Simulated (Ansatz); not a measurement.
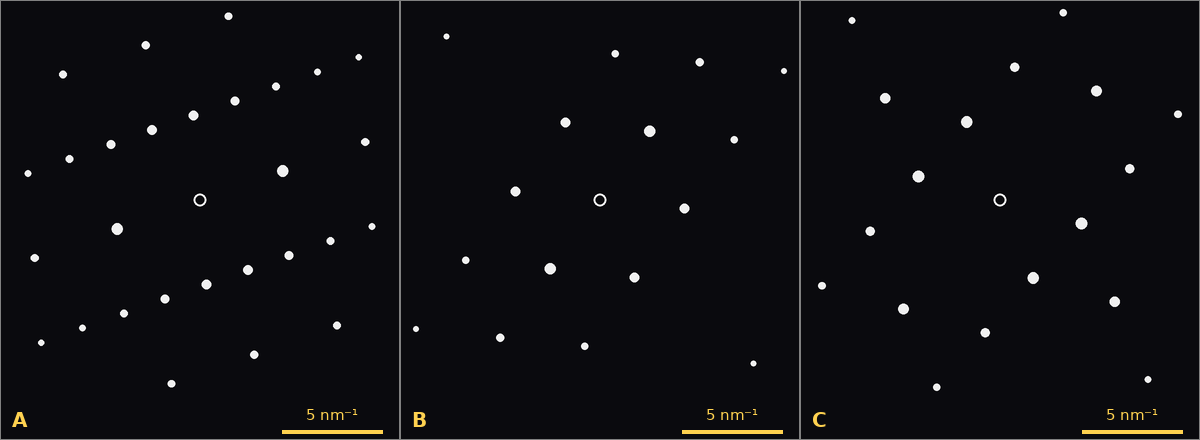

Computed electron diffraction patterns, 300 kV, single scattering only, B = 0.5 Å².

All three come from W, space group Fddd (No. 70), a = 2.722 Å, b = 5.493 Å, c = 9.131 Å. Structure: coordinates from a relaxation with DFT, BLYP, plane waves (420 eV) with PAW, scalar-relativistic in Ansatz 0.2.0; the starting structure was generated, so it need not be a known form of this composition.

```
atom  site  symmetry       x       y       z
   W    8b       222  0.7500  0.7500  0.7500
```

> Assign the zone axes [011], [101], [110] to A, B and C.

A is [110]: centred rectangular net of 0 0 2 (itself extinct) at d = 4.57 Å and 1 -1 1 at d = 2.36 Å, at 75.0°. B is [011]: centred rectangular net of 1 -1 1 at d = 2.36 Å and 1 1 -1 at d = 2.36 Å, at 60.1°. C is [101]: centred rectangular net of 0 2 0 (itself extinct) at d = 2.75 Å and 1 1 -1 at d = 2.36 Å, at 64.6°.
